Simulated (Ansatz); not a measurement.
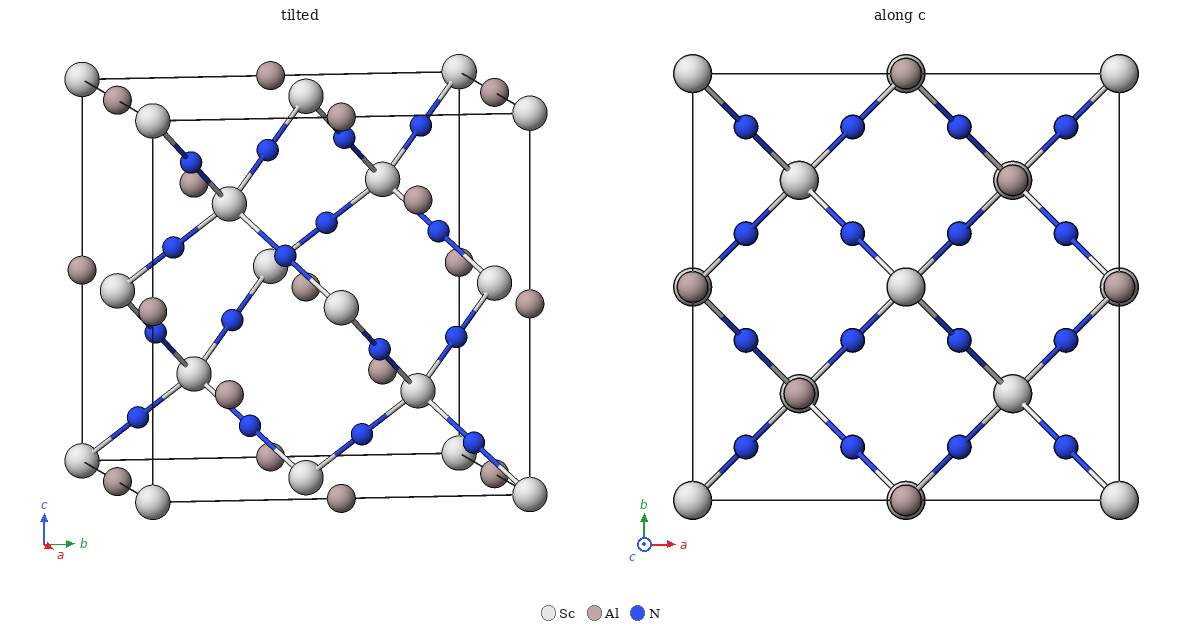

Structure drawing (ball-and-stick), viewed slightly off an axis and along the c axis. Atoms at the boundary of the conventional unit cell (the box) are drawn once for each face, edge or corner they touch. Cell: a = 9.39 Å, b = 9.39 Å, c = 9.39 Å, α = 90.00°, β = 90.00°, γ = 90.00°.

Its origin is a random cell made by a generator, so it need not be a real form of the compound. Earlier steps of the study, as a rule a relaxation of our own, may have changed the cell and positions, so they can lie some per cent off the listed ones. It went into a calculation with Ansatz.

Question: Caption:

Answer: Chemical formula ScAlN₂. It belongs to space group Fd-3m (No. 227) and has a face-centred cubic lattice. Content of the cell: 8 Sc, 8 Al, 16 N (Z = 8). Each Sc atom is coordinated by four N in a tetrahedral arrangement at about 2.0 Å. N bonds to two Sc in a linear arrangement at about 2.0 Å. The bonds build a three-dimensional framework; Al atoms stand without bonds in the drawing.

Method used: DFT PBE, scalar-relativistic, plane waves, PAW in Ansatz 0.2.0. It ran with a 420 eV plane-wave basis, k-points about 0.14 Å⁻¹ apart, Gaussian smearing of 0.1 eV, collinear spins.

Question: Which atoms carry magnetic moments in this run, and how do they order?

Answer: The state reached is ferromagnetic. Sizes: N 0.8 μB; net moment 4.0 μB in the run's cell of 8 atoms.

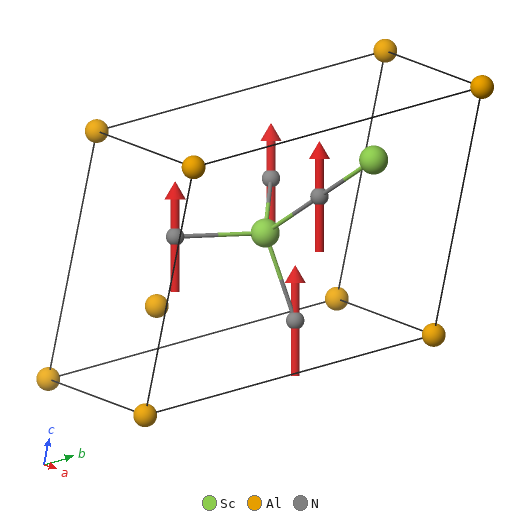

Site moments above 0.25 μB as arrows, small induced ones on non-metal atoms left out (red along the largest or up, blue against, purple across). The run's cell of 8 atoms is drawn, so axes and origin can differ from the first picture.

Question: Classify it as metallic or gapped, with the value.

Answer: A metal: bands cross the Fermi level.

Question: What net charge does each kind of atom have (Bader)?

Answer: Sc +1.80 e; Al +0.53 e; N -1.17 e.

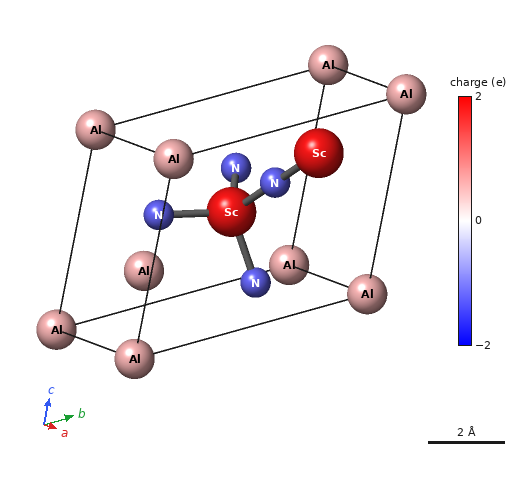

The atoms coloured by those charges. The run's cell of 8 atoms is drawn, so axes and origin can differ from the first picture.

Question: Do the forces and the stress vanish for this geometry?

Answer: Yes. All forces vanish to within 0.01 eV/Å. The pressure is 0.0 GPa, close to zero.
